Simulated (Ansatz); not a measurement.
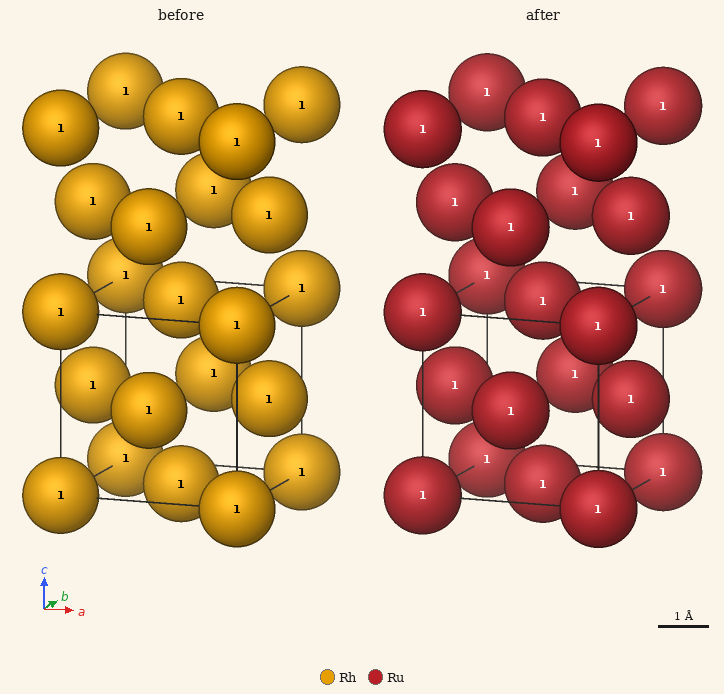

Left: a crystal of Rh (set up in Fm-3m). Right: the same structure after one change, at the same scale. Style: spheres-only. Shown: the conventional cell (4 times the calculation's cell), repeated 1 × 1 × 2 with one cell outlined, slightly off an axis. Lengths and directions refer to the drawn axes.

Method: DFT PBEsol, scalar-relativistic, plane waves, PAW (Ansatz 0.2.0). Set-up: plane-wave cutoff 420 eV; occupations gaussian; smearing width 0.1 eV; no spin polarisation. The k-mesh is chosen for each cell (18×18×18, 20×20×20).

Question: Which change leads from the left to the right?

Answer: Every rhodium atom is replaced by ruthenium, which gives Ru. Cell and atoms are relaxed again (to zero pressure within 0.1 GPa, forces under 0.01 eV/Å).

Question: What does the change do?

Answer: The volume per atom goes from 13.50 to 13.38 Å³. Both are metals. Cell: a = b = c 3.780 → 3.769 Å (−0.3 %). Volume −0.9 %. The space group stays Fm-3m (No. 225).
